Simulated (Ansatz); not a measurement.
System: MgS.

```xyz
8
Lattice="5.1684 0.0000 0.0000 0.0000 5.1684 0.0000 0.0000 0.0000 5.1684" Properties=species:S:1:pos:R:3 pbc="T T T"
S     2.5842    0.0000    0.0000
S     0.0000    2.5842    0.0000
S     0.0000    0.0000    2.5842
S     2.5842    2.5842    2.5842
Mg    0.0000    0.0000    0.0000
Mg    2.5842    2.5842    0.0000
Mg    2.5842    0.0000    2.5842
Mg    0.0000    2.5842    2.5842
```

Space group Fm-3m.

Level of theory: Ansatz, Kohn-Sham DFT of a periodic cell, HSE06, Ansatz PAW.

### What will maps of the valence pseudo-density and electron localisation function show?

Mg–S (2.58 Å): ρ at the midpoint is about 0.28 e/Å³; the ELF peaks at about 0.90 in the valence shell of S, 0.9 Å from its nucleus, and falls to about 0.05 next to Mg; a largely ionic contact.

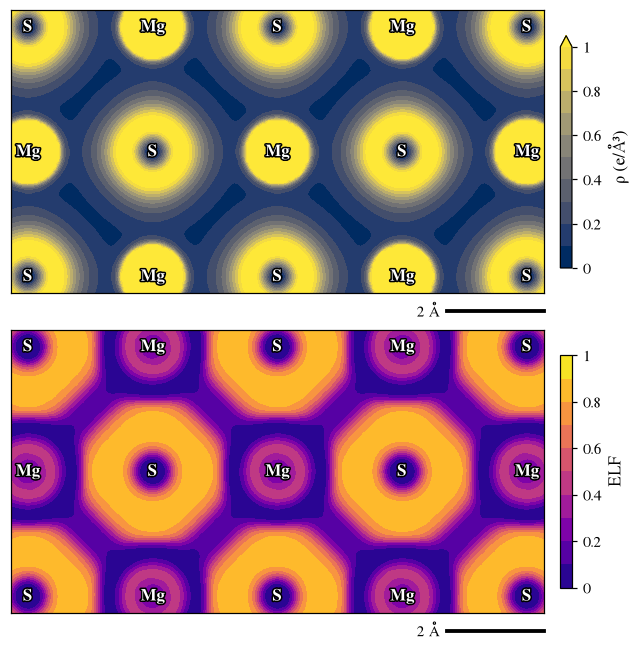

Computed valence pseudo-density and electron localisation function on the (001) plane of the conventional cell, in this order. 

The density is the valence pseudo-density of a PAW calculation; it isn't the true density close to the nuclei.
